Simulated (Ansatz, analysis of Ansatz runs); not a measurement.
## U centre (hydride ion on a halide site) in LiF: local vibrational mode, r2SCAN

Aim: the local vibrational mode of the U centre (hydride ion on a halide site) in LiF, to be set beside the measurement. Set-up: r2SCAN, 64-site cell, r2SCAN lattice, 500 eV, k: the single point 1/4 1/4 1/4. The model is a cell of 64 host atoms with 1 F taken out and 1 H put in. The frequencies come from force constants among the defect atom and its neighbours, with the masses of the isotopes named. A meta-GGA costs about twice a GGA and mends lattice constants and part of the gap.

**The experiment.** Threefold local mode of H-: 1024 cm⁻¹, by infrared absorption (4.2-77 K) (quoted in “Electronic Absorption and Internal and External Vibrational Data of Atomic and Molecular Ions Doped in Alkali Halide Crystals (NSRDS-NBS 52)”, 1974, S. C. Jain, A. V. R. Warrier, S. K. Agarwal, quoting earlier work (1969)). Threefold local mode of D-: 746 cm⁻¹, by infrared absorption (4.2-77 K) (quoted in “Electronic Absorption and Internal and External Vibrational Data of Atomic and Molecular Ions Doped in Alkali Halide Crystals (NSRDS-NBS 52)”, 1974, S. C. Jain, A. V. R. Warrier, S. K. Agarwal, quoting earlier work (1969)). The runs below try to reproduce this.

Calculated with Ansatz 0.2.0; plane-wave PAW DFT, r2SCAN; relaxation of all atoms of a defect supercell.

## (1) Starting point

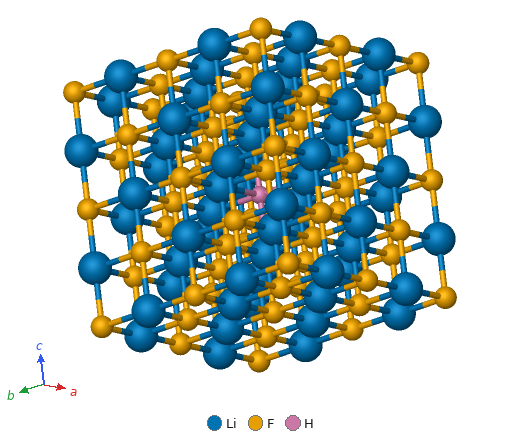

Start, viewed from a free direction; lithium blue, fluorine orange, hydrogen pink. Some periodic images of atoms are drawn too.

The cell holds 64 atoms: 32 Li, 31 F and 1 H. Cell: a = 7.980 Å, b = 7.980 Å, c = 7.980 Å, α = 90.0°, β = 90.0°, γ = 90.0°. It derives from LiF (space group Fm-3m). Nearest the centre at fractional (0.250, 0.500, 0.500): H31 at 0.00 Å, Li12 at 1.99 Å, Li19 at 1.99 Å, Li25 at 1.99 Å, Li28 at 1.99 Å, Li27 at 1.99 Å, Li57 at 1.99 Å, F14 at 2.82 Å.

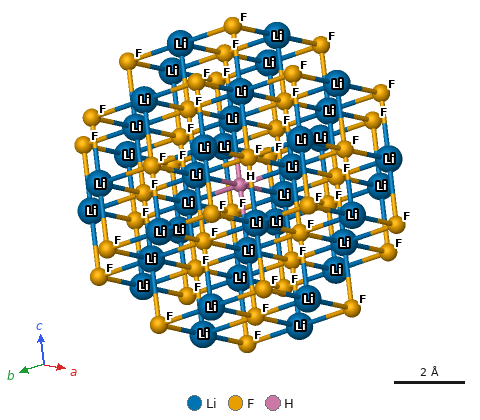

The atoms within 5 Å of the centre.

The host's primitive cell comes from a first run (plane-wave PAW DFT, r2SCAN; relaxation of the host's cell and atoms): vectors of 2.821, 2.821 and 2.821 Å. That is 7.94 Å³ an atom, 2.8 % under the diffraction cell's volume. The supercell is built on it.

## (2) Relaxation, charge 0

Every later number rests on the structure around the defect, so the atoms are relaxed at the host's lattice first.

relax/input.yaml

```yaml
relax:
  f_tol: 0.01
  max_steps: 80
  escape_saddle: false
crystal:
  lattice:
    - [7.97957509, 0.0, 0.0]
    - [0.0, 7.97957509, 0.0]
    - [0.0, 0.0, 7.97957509]
  atoms:
    - { symbol: Li, position: [0.0, 0.0, 0.0] }
    - { symbol: Li, position: [0.0, 0.25, 0.25] }
    - { symbol: Li, position: [0.25, 0.0, 0.25] }
    - { symbol: Li, position: [0.25, 0.25, 0.0] }
    - { symbol: F, position: [0.0, 0.0, 0.25] }
    - { symbol: F, position: [0.0, 0.25, 0.0] }
    - { symbol: F, position: [0.25, 0.0, 0.0] }
    - { symbol: F, position: [0.25, 0.25, 0.25] }
    - { symbol: Li, position: [0.0, 0.0, 0.5] }
    - { symbol: Li, position: [0.0, 0.25, 0.75] }
    - { symbol: Li, position: [0.25, 0.0, 0.75] }
    - { symbol: Li, position: [0.25, 0.25, 0.5] }
    - { symbol: F, position: [0.0, 0.0, 0.75] }
    - { symbol: F, position: [0.0, 0.25, 0.5] }
    - { symbol: F, position: [0.25, 0.0, 0.5] }
    - { symbol: F, position: [0.25, 0.25, 0.75] }
    - { symbol: Li, position: [0.0, 0.5, 0.0] }
    - { symbol: Li, position: [0.0, 0.75, 0.25] }
    - { symbol: Li, position: [0.25, 0.5, 0.25] }
    - { symbol: Li, position: [0.25, 0.75, 0.0] }
    - { symbol: F, position: [0.0, 0.5, 0.25] }
    - { symbol: F, position: [0.0, 0.75, 0.0] }
    - { symbol: F, position: [0.25, 0.5, 0.0] }
    - { symbol: F, position: [0.25, 0.75, 0.25] }
    - { symbol: Li, position: [0.0, 0.5, 0.5] }
    - { symbol: Li, position: [0.0, 0.75, 0.75] }
    - { symbol: Li, position: [0.25, 0.5, 0.75] }
    - { symbol: Li, position: [0.25, 0.75, 0.5] }
    - { symbol: F, position: [0.0, 0.5, 0.75] }
    - { symbol: F, position: [0.0, 0.75, 0.5] }
    - { symbol: H, position: [0.25, 0.5, 0.5] }
    - { symbol: F, position: [0.25, 0.75, 0.75] }
    - { symbol: Li, position: [0.5, 0.0, 0.0] }
    - { symbol: Li, position: [0.5, 0.25, 0.25] }
    - { symbol: Li, position: [0.75, 0.0, 0.25] }
    - { symbol: Li, position: [0.75, 0.25, 0.0] }
    - { symbol: F, position: [0.5, 0.0, 0.25] }
    - { symbol: F, position: [0.5, 0.25, 0.0] }
    - { symbol: F, position: [0.75, 0.0, 0.0] }
    - { symbol: F, position: [0.75, 0.25, 0.25] }
    - { symbol: Li, position: [0.5, 0.0, 0.5] }
    - { symbol: Li, position: [0.5, 0.25, 0.75] }
    - { symbol: Li, position: [0.75, 0.0, 0.75] }
    - { symbol: Li, position: [0.75, 0.25, 0.5] }
    - { symbol: F, position: [0.5, 0.0, 0.75] }
    - { symbol: F, position: [0.5, 0.25, 0.5] }
    - { symbol: F, position: [0.75, 0.0, 0.5] }
    - { symbol: F, position: [0.75, 0.25, 0.75] }
    - { symbol: Li, position: [0.5, 0.5, 0.0] }
    - { symbol: Li, position: [0.5, 0.75, 0.25] }
    - { symbol: Li, position: [0.75, 0.5, 0.25] }
    - { symbol: Li, position: [0.75, 0.75, 0.0] }
    - { symbol: F, position: [0.5, 0.5, 0.25] }
    - { symbol: F, position: [0.5, 0.75, 0.0] }
    - { symbol: F, position: [0.75, 0.5, 0.0] }
    - { symbol: F, position: [0.75, 0.75, 0.25] }
    - { symbol: Li, position: [0.5, 0.5, 0.5] }
    - { symbol: Li, position: [0.5, 0.75, 0.75] }
    - { symbol: Li, position: [0.75, 0.5, 0.75] }
    - { symbol: Li, position: [0.75, 0.75, 0.5] }
    - { symbol: F, position: [0.5, 0.5, 0.75] }
    - { symbol: F, position: [0.5, 0.75, 0.5] }
    - { symbol: F, position: [0.75, 0.5, 0.5] }
    - { symbol: F, position: [0.75, 0.75, 0.75] }
basis:
  ecutwfc: 500
  xc_grid: 2
hamiltonian:
  xc: r2scan
kpoints:
  mp_grid: { grid: [1, 1, 1], shift: [0.25, 0.25, 0.25] }
scf:
  occupations: { method: fermi_dirac, width: 0.01 }
  max_iter: 120
output:
  forces: true
checkpoint:
  write: "../relax.run"
  compress: false
  write_wavefunctions: true
  write_every: 100000
```

On the command line:

```
$ ansatz run input.yaml --threads 2 --pin off --max-ram 3768MiB --backend cpu --events-out ev --progress --plain --runs-dir out
```

Numbers of over 12 decimals in the logs are rounded to 6 here.

The program printed:

```text
[... repeated set-up lines and file paths are left out, and long positions are rounded to six places ...]
Engine: ansatz 0.2.0, x86_64-unknown-linux-gnu
Pseudopotentials: kind: paw
Pseudopotential: Li, paw, valence charge 3, recommended cutoff 500 eV (meta_gga), Li.paw.azcp
Pseudopotential: F, paw, valence charge 7, recommended cutoff 500 eV (meta_gga), F.paw.azcp
Pseudopotential: H, paw, valence charge 1, recommended cutoff 500 eV (meta_gga), H.paw.azcp
Functional definition: r2SCAN
  parameter k0 = 0.174
  parameter k1 = 0.065
  parameter a1 = 4.9479
  exchange = r2scan_x(k0 = k0, k1 = k1, a1 = a1)
  correlation = r2scan_c
Crystal: 64 atoms, lattice volume = 508.088 Å³
Basis set: ecut = 500 eV, 12965 PW (Γ), exchange–correlation on 120×120×120 points (8 copies of the dense FFT grid, shifted against one another)
Bands: 221, of which v1, the nominal top of the filled ones, is band 157 counted from 1 (156 counted from 0)
Symmetry: 12 space group operations
k-points: 1
Non-local potential: Li, projectors of the file, l = 0: 3, l = 1: 2, l = 2: 1
Non-local potential: F, projectors of the file, l = 0: 2, l = 1: 2, l = 2: 1
Non-local potential: H, projectors of the file, l = 0: 2, l = 1: 1
PAW form: soft (Blöchl's): semilocal exchange-correlation on the pseudo side does not see the compensation charge
PAW frozen core: F, regenerated for the run's functional (the file was generated under x = pbe(κ = 0.804, μ = 0.219515), c = pbe(β = 0.066725))
PAW one-centre angular grid: Li, 302 points (default); XC on 327 of its mesh's 2665 points in the sphere
PAW one-centre angular grid: F, 302 points (default); XC on 160 Gauss nodes
PAW one-centre angular grid: H, 302 points (default); XC on 160 Gauss nodes
Initial density: superposition of atomic densities (neutral atoms: chi_scale 0, normalization atom), corrected by the library's trained network
Initial wavefunctions: pseudopotential atomic-orbital guess
Functional: x = r2scan, c = r2scan; τ floored in thin density (d = 2e-4 eV/Å³)
SCF iter   1: F=—  HF=-31788.816822 eV  |F-HF|=—  |Δ(HF+E_count)|=         —  Δρ=7.33e-3  dr2=2.41e-1  dr2_τ=1.06e0  ethr=1.77e-3  ⟨swp⟩=6.0  Hψ=966  notcnv=0  defer=24
preconditioner: auto → Resta (q_TF=auto, 2.518 Å⁻¹)  ε∞=2.4  [insulator: Δε(μ)=8.536 eV  Ē_g=21.915 eV  σ=0.010 eV  W_gap=1.00  n_scr=146 (ndim 8)  ℏωp=26.0 eV  f_vac=0.000  D(μ)=0.00/eV (n_scr^D=0)  ε∞_Penn≈2.4]
SCF iter   2: F=—  HF=-31790.179994 eV  |F-HF|=—  |Δ(HF+E_count)|=    1.36e0  Δρ=3.61e-3  dr2=2.85e-2  dr2_τ=6.46e-3  ethr=7.67e-5  ⟨swp⟩=3.0  Hψ=396  notcnv=0  defer=56
SCF iter   3: F=—  HF=-31790.180712 eV  |F-HF|=—  |Δ(HF+E_count)|=   7.18e-4  Δρ=1.26e-3  dr2=5.04e-3  dr2_τ=6.20e-4  ethr=9.08e-6  ⟨swp⟩=2.0  Hψ=173  notcnv=0  defer=56
SCF iter   4: F=—  HF=-31790.179885 eV  |F-HF|=—  |Δ(HF+E_count)|=   8.27e-4  Δρ=1.76e-4  dr2=6.56e-5  dr2_τ=1.56e-5  ethr=1.60e-6  ⟨swp⟩=2.0  Hψ=267  notcnv=0  defer=56
SCF iter   5: F=—  HF=-31790.179545 eV  |F-HF|=—  |Δ(HF+E_count)|=   3.40e-4  Δρ=3.96e-5  dr2=4.18e-6  dr2_τ=9.45e-7  ethr=2.09e-8  ⟨swp⟩=2.0  Hψ=279  notcnv=0  defer=56
SCF iter   6: F=-31790.179546 eV  HF=-31790.179547 eV  |F-HF|=4.02e-7  |Δ(HF+E_count)|=   1.36e-6  Δρ=1.49e-5  dr2=6.38e-7  dr2_τ=8.27e-8  ethr=7.96e-10  ⟨swp⟩=3.0  Hψ=521  notcnv=0
SCF 1 converged in 6 iterations: F = -31790.179546 eV  dr2 = 6.38e-7
  greatest PAW one-centre occupation: 0.999 electrons in one spin orbital (limit 2), on the Li atom at site 33 (counted from 0), in its partial waves of l = 0
relax step   1: F+E_penalty+E_count = -31790.17954611 eV  Δ(F+E_penalty+E_count) = +0.000e0 eV  max|allowed force component| = 4.341e-2 eV/Å  Δτ_max = 0.0000 Å  (6 SCF iters, dr2 threshold 2.50e-6 eV, accepted)
[... the SCF cycles and remarks between the steps are left out from here to the last step ...]
relax step   2: F+E_penalty+E_count = -31790.18021670 eV  Δ(F+E_penalty+E_count) = -6.706e-4 eV  max|allowed force component| = 2.366e-2 eV/Å  Δτ_max = 0.0032 Å  (5 SCF iters, dr2 threshold 1.18e-7 eV, accepted)
SCF iter   1: F=—  HF=-31790.180573 eV  |F-HF|=—  |Δ(HF+E_count)|=         —  Δρ=3.80e-4  dr2=3.98e-4  dr2_τ=2.50e-3  ethr=1.32e-6  ⟨swp⟩=5.0  Hψ=555  notcnv=0  defer=56
SCF iter   2: F=—  HF=-31790.181036 eV  |F-HF|=—  |Δ(HF+E_count)|=   4.63e-4  Δρ=2.11e-4  dr2=1.36e-4  dr2_τ=1.39e-5  ethr=1.27e-7  ⟨swp⟩=2.0  Hψ=381  notcnv=0  defer=56
SCF iter   3: F=—  HF=-31790.181082 eV  |F-HF|=—  |Δ(HF+E_count)|=   4.58e-5  Δρ=4.85e-5  dr2=6.83e-6  dr2_τ=9.49e-7  ethr=4.33e-8  ⟨swp⟩=2.0  Hψ=259  notcnv=0  defer=56
SCF iter   4: F=—  HF=-31790.180692 eV  |F-HF|=—  |Δ(HF+E_count)|=   3.90e-4  Δρ=1.78e-5  dr2=9.92e-7  dr2_τ=9.29e-8  ethr=2.18e-9  ⟨swp⟩=2.0  Hψ=280  notcnv=0  defer=56
SCF iter   5: F=—  HF=-31790.180692 eV  |F-HF|=—  |Δ(HF+E_count)|=   2.46e-7  Δρ=6.79e-6  dr2=1.34e-7  dr2_τ=2.85e-8  ethr=3.16e-10  ⟨swp⟩=2.0  Hψ=296  notcnv=0  defer=56
SCF iter   6: F=-31790.180692 eV  HF=-31790.180692 eV  |F-HF|=1.85e-9  |Δ(HF+E_count)|=   6.72e-9  Δρ=2.86e-6  dr2=1.78e-8  dr2_τ=2.42e-9  ethr=3.18e-11  ⟨swp⟩=3.0  Hψ=513  notcnv=0
SCF 3 converged in 6 iterations: F = -31790.180692 eV  dr2 = 1.78e-8
relax step   3: F+E_penalty+E_count = -31790.18069185 eV  Δ(F+E_penalty+E_count) = -4.751e-4 eV  max|allowed force component| = 2.812e-3 eV/Å  Δτ_max = 0.0051 Å  (6 SCF iters, accepted)
NSCF: frozen V_eff on 1 k-points
the band table was solved once a step of the walk had ended and its energy, with any forces and stress, was formed, with the checks that follow a solve (974 applications of the Hamiltonian). They found nothing against the state; [...]
iter 1 solved again at ethr=5.67e-12 eV; its pass at ethr=3.10e-3 eV (dr2=1.78e-8 eV) is discarded
SCF iter   1: F=—  HF=-31790.180692 eV  |F-HF|=—  |Δ(HF+E_count)|=         —  Δρ=2.86e-6  dr2=1.78e-8  dr2_τ=2.42e-9  ethr=5.67e-12  ⟨swp⟩=1.0  Hψ=617  notcnv=0
SCF iter   2: F=-31790.180692 eV  HF=-31790.180692 eV  |F-HF|=5.38e-10  |Δ(HF+E_count)|=   2.27e-9  Δρ=1.32e-6  dr2=3.66e-9  dr2_τ=3.09e-10  ethr=5.67e-12  ⟨swp⟩=3.0  Hψ=398  notcnv=0
SCF 4 converged in 2 iterations: F = -31790.180692 eV  dr2 = 3.66e-9
NSCF: frozen V_eff on 1 k-points
the band table was solved once a step of the walk had ended and its energy, with any forces and stress, was formed, with the checks that follow a solve (744 applications of the Hamiltonian). They found nothing against the state; [...]
SCF converged after 2 iterations
Free energy (F): -31790.180692 eV
Harris-Foulkes:  -31790.180692 eV  (|F-HF|=5.38e-10)
Internal energy: -31790.180692 eV  (E = F + TS)
E sigma→0 (E₀):  -31790.180692 eV
Fermi energy:    7.048441 eV
--- Per-component energies (eV) ---
  E_band       = -4032.200652
  E_kinetic    = 7245.919757
  E_local      = -20188.703889  (includes V_loc(G=0)·N_el)
  E_nonlocal   = 1198.643942
  E_hartree    = 7122.736287
  E_xc         = -2846.424800
  E_vxc        = -4162.315102  (∫ρ·V_xc dr)
  E_paw        = -7000.583789  (= ΣΔE_a)
  E_vpaw       = -2672.266410  (= ΣTr[D̂ρ^β])
  E_aug_tail   = 0.035216  (compensation charges beyond the density's cutoff)
  E_vtau       = 301.013310  (kinetic-family band-sum trace: ∫τ·v_τ [+ j·A + Jᵃ·Aᵃ] dr)
  E_ewald      = -17320.830278
  E_core_change = -0.973137  (= ΣΔE_core)
  E_smearing   = -0.000000  (= −TS)
  E_closure    = 0.000000  (closes the sum)
  Σ components = -31790.180692   (vs F -31790.180692, Δ=0.00e0)
--- Forces (eV/Å), atoms counted from 1 ---
  atom   1  Li    -0.00198372    -0.00002352    -0.00002352
  atom   2  Li     0.00109922     0.00109922     0.00109922
  [... 9 atoms left out ...]
  atom  12  Li    -0.00000213    -0.00005080    -0.00000213
  [... 1 atom left out ...]
  atom  14  F      0.00041234     0.00041234    -0.00000882
  [... 4 atoms left out ...]
  atom  19  Li    -0.00000213    -0.00000213    -0.00005080
  [... 4 atoms left out ...]
  atom  24  F      0.00000000    -0.00039783     0.00039783
  atom  25  Li    -0.00005080    -0.00000213    -0.00000213
  [... 1 atom left out ...]
  atom  27  Li     0.00000213     0.00000213     0.00005080
  atom  28  Li     0.00000213     0.00005080     0.00000213
  [... 1 atom left out ...]
  atom  30  F      0.00039783    -0.00039783     0.00000000
  atom  31  H      0.00000000     0.00000000     0.00000000
  [... 25 atoms left out ...]
  atom  57  Li     0.00005080     0.00000213     0.00000213
  [... 7 atoms left out ...]
  max |Σ_I F_I| component: 9.35e-19 eV/Å
--- Band table (eV) ---
  k-point 0: bands = ["-41.3549", "-41.3355", "-41.3355", "-41.3306", [... 213 left out ...] "20.0427", "20.0427", "20.1013", "20.1524"]
--- Relaxed structure (3 steps of the walk, 3 accepted, 0 SCFs on fresh bases) ---
  F+E_penalty+E_count = -31790.18069185 eV   max|allowed force component| = 2.812e-3 eV/Å
  atoms:
    - { symbol: Li, position: [5.056336690729727e-6, 1.9472034552139e-7, 1.9472034552139036e-7] }
    - { symbol: Li, position: [7.82623899713518e-5, 0.250078, 0.250078] }
    [... 9 atoms left out ...]
    - { symbol: Li, position: [0.249980, 0.248965, 0.499980] }
    [... 1 atom left out ...]
    - { symbol: F, position: [-0.000182, 0.249818, 0.499988] }
    [... 4 atoms left out ...]
    - { symbol: Li, position: [0.249980, 0.499980, 0.248965] }
    [... 4 atoms left out ...]
    - { symbol: F, position: [0.25, 0.750176, 0.249824] }
    - { symbol: Li, position: [-0.001035, 0.499980, 0.499980] }
    [... 1 atom left out ...]
    - { symbol: Li, position: [0.250020, 0.500020, 0.751035] }
    - { symbol: Li, position: [0.250020, 0.751035, 0.500020] }
    [... 1 atom left out ...]
    - { symbol: F, position: [-0.000176, 0.750176, 0.5] }
    - { symbol: H, position: [0.25, 0.5, 0.5] }
    [... 25 atoms left out ...]
    - { symbol: Li, position: [0.501035, 0.500020, 0.500020] }
    [... 7 atoms left out ...]
```

It took 32 s on 2 threads of Intel Xeon Platinum 8259CL at 2.50GHz (Skylake/Cascade Lake), shared host; peak memory 1.3 GiB; 60 s of CPU time.

(Part 1 of 2 ends here.)

[Logs are printed without paths, hosts, clocks, repeated set-up lines and the standing remarks that a program may print on its own settings, such as how far it seeks lower states.]

[Hosts, paths, dates, database ids (printed as entryN), source tags and the programs' standing remarks are cut or masked in the printed files.]

[For some hosts the program warned that the k-mesh of the response run may be too coarse for force constants and the static dielectric constant; such warnings are not shown here.]
